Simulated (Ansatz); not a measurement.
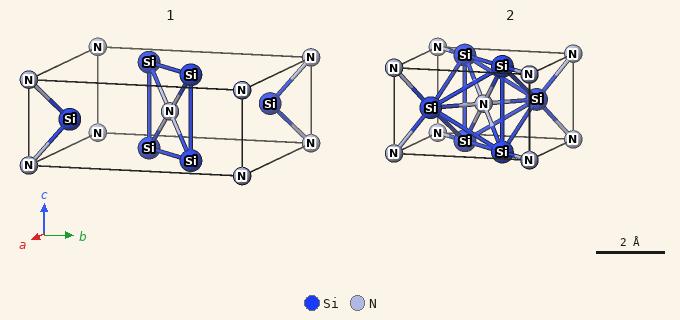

Two geometries of solid Si$_{2}$N (a generated structure, set up in P4_2/mnm) (coarse preliminary run), drawn at one scale. One is the start of a relaxation, the other its converged end. Style: ball-and-stick. Shown: the cell of the calculation, slightly off an axis.

The calculation used DFT PBE, scalar-relativistic, plane waves, PAW (Ansatz 0.2.0). Set-up: plane-wave cutoff 420 eV; k-point mesh 6 × 6 × 8; occupations gaussian; smearing width 0.1 eV; no spin polarisation; cell and atoms relaxed; force threshold 0.05 eV/Å; at most 60 steps.

> Which geometry has the lower energy?

Structure 1 is the relaxed one. Case: Hf → Si on all its sites, cell and atoms relaxed. The largest moves relative to the cell, 0.56 Å, are those of Si atoms. N stays in place. Cell: a = b 4.215 → 6.637 Å (+57.5 %), c 2.569 → 2.572 Å (+0.1 %). Volume +148.3 %. Near-neighbour distances that change, for instance: Si–Si 3.029 → 5.090 Å, N–Si 1.760 → 3.331 Å, Si–Si 2.497 → 3.822 Å, Si–Si 2.440 → 2.723 Å. Bonds break: N–Si (1.76 → 3.33 Å), Si–Si (2.50 → 3.82 Å). Bond angles that change, for instance: Si–N–Si 92.9° → 86.7°, Si–N–Si 87.1° → 93.3°, N–Si–N 92.9° → 86.7°. The space group stays P4_2/mnm (No. 136). After 20 accepted moves (25 points after the start) the energy has fallen by 1798 meV per atom. The largest force component goes from 1.3 to 0.011 eV/Å. Pressure: 137.16 GPa at the start and 0.32 GPa at the end. The line search rejected the trial steps at points 7, 11 of the run. The SCF was repeated 3 times at an unchanged geometry on a basis and grid sized afresh for the cell, which shifted the energy by 90.8 meV per atom at most. The run took 78 s on 1 thread of Intel(R) Xeon(R) Platinum 8488C (Sapphire Rapids) (shared host), peak memory 0.45 GiB.
